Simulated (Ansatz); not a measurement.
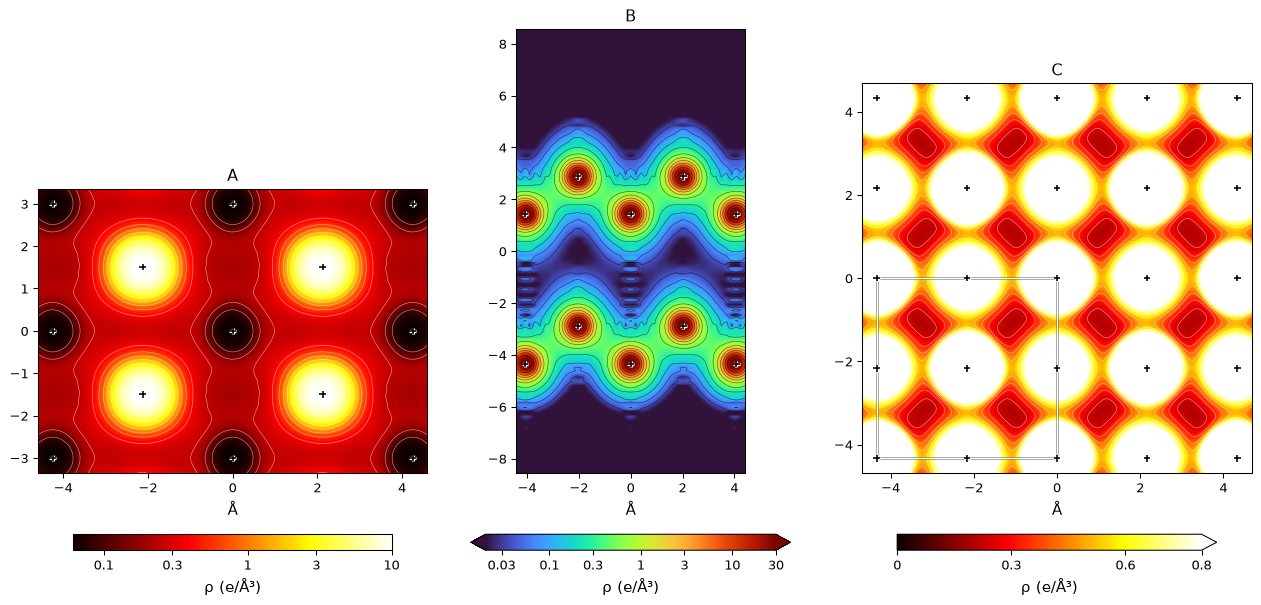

The valence electron density of 3 systems, each on a plane through atoms (crosses mark nuclei in the plane).

Level of theory: Ansatz, DFT PBE, scalar-relativistic, plane waves, PAW.

System 1: TiC, the (001) plane of the conventional cell. Space group Fm-3m; computed without spin polarisation.

```
Ti C
1.0
     3.06384    1.76891   -2.50161
     0.00000    3.53782    2.50161
     3.06384   -1.76891    2.50161
Ti C
4 4
Direct
  0.00000 0.00000 0.00000
  0.00000 0.50000 0.50000
  0.50000 0.00000 0.50000
  0.50000 0.50000 0.00000
  0.00000 0.00000 0.50000
  0.00000 0.50000 0.00000
  0.50000 0.00000 0.00000
  0.50000 0.50000 0.50000
```

System 2: Ge (slab), the (010) plane of the calculation cell, a cut from vacuum to vacuum. 

```
Ge
1.0
     4.07369    0.00000    0.00000
     0.00000    4.07369    0.00000
     0.00000    0.00000   23.64160
Ge
7
Direct
  0.00000 0.00000 0.31581
  0.50000 0.00000 0.37784
  0.50000 0.50000 0.43917
  0.00000 0.50000 0.50000
  0.00000 0.00000 0.56083
  0.50000 0.00000 0.62216
  0.50000 0.50000 0.68419
```

System 3: AlRu, the (11̄0) plane of the calculation cell. Space group Pm-3m; computed without spin polarisation.

```
CELL_PARAMETERS angstrom
-3.00408 0.00000 -3.00408
0.00000 -3.00408 -3.00408
-3.00408 -3.00408 0.00000
ATOMIC_POSITIONS crystal
Al 0.50000 0.50000 0.50000
Al 0.00000 0.00000 0.00000
Ru 0.25000 0.25000 0.25000
Ru 0.75000 0.75000 0.75000
```

**Which map belongs to which system?**

Panel A is system 3, AlRu: the plane holds Al and Ru. Al–Ru (2.60 Å): ρ at the midpoint is about 0.35 e/Å³. Panel B is system 2, Ge: the plane holds Ge. Ge–Ge (2.51 Å): ρ is about 0.45 e/Å³ halfway. Panel C is system 1, TiC: the plane holds Ti and C. Ti–C (2.17 Å): ρ at the midpoint is about 0.51 e/Å³.
